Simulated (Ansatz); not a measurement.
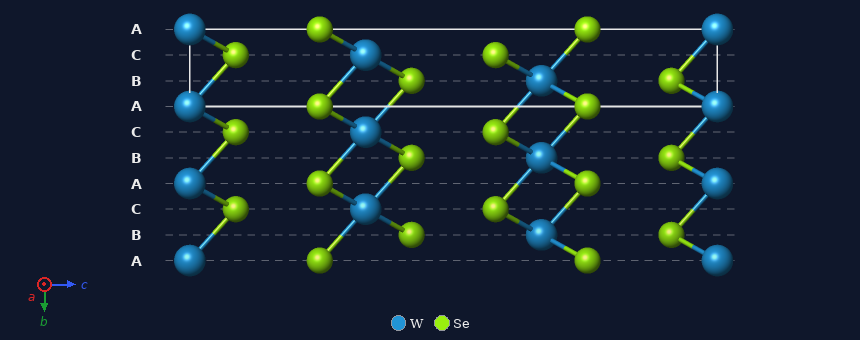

Projection along an edge of the hexagonal mesh, stacking direction c to the right. The dashed lines mark the three columns A (0, 0), B (1/3, 2/3) and C (2/3, 1/3). The sequence starts with the first layer at or above the cell's origin.

WSe₂: the input geometry of an electronic-structure calculation (not necessarily at equilibrium); the starting structure was generated, so it need not be a known form of this composition.

Question: List the layers of one repeat.

Answer: W(A) – Se(C) – Se(A) – W(C) – Se(B) – Se(C) – W(B) – Se(A) – Se(B) (nine layers in 19.49 Å).

Question: How are the Se layers alone stacked?

Answer: Se layers alone: CABCAB, the cubic close-packed type.

Question: Which positions between or in the Se layers do the other atoms fill?

Answer: W: three octahedral sites, counted in one hexagonal cell. Three of the six gaps between Se layers are empty, 3.10 Å wide.

Question: What short polytype symbol fits?

Answer: Polytype symbol 3R, the symbol of a layered MX2 polytype (number of slabs in the repeat and lattice).

Heights of the layers:

```json
{"layer": "1", "atoms (column)": "W(A)", "height (Å)": "0.00", "to next (Å)": "1.70"}
{"layer": "2", "atoms (column)": "Se(C)", "height (Å)": "1.70", "to next (Å)": "3.10"}
{"layer": "3", "atoms (column)": "Se(A)", "height (Å)": "4.80", "to next (Å)": "1.70"}
{"layer": "4", "atoms (column)": "W(C)", "height (Å)": "6.50", "to next (Å)": "1.70"}
{"layer": "5", "atoms (column)": "Se(B)", "height (Å)": "8.19", "to next (Å)": "3.10"}
{"layer": "6", "atoms (column)": "Se(C)", "height (Å)": "11.30", "to next (Å)": "1.70"}
{"layer": "7", "atoms (column)": "W(B)", "height (Å)": "12.99", "to next (Å)": "1.70"}
{"layer": "8", "atoms (column)": "Se(A)", "height (Å)": "14.69", "to next (Å)": "3.10"}
{"layer": "9", "atoms (column)": "Se(B)", "height (Å)": "17.79", "to next (Å)": "1.70"}
```
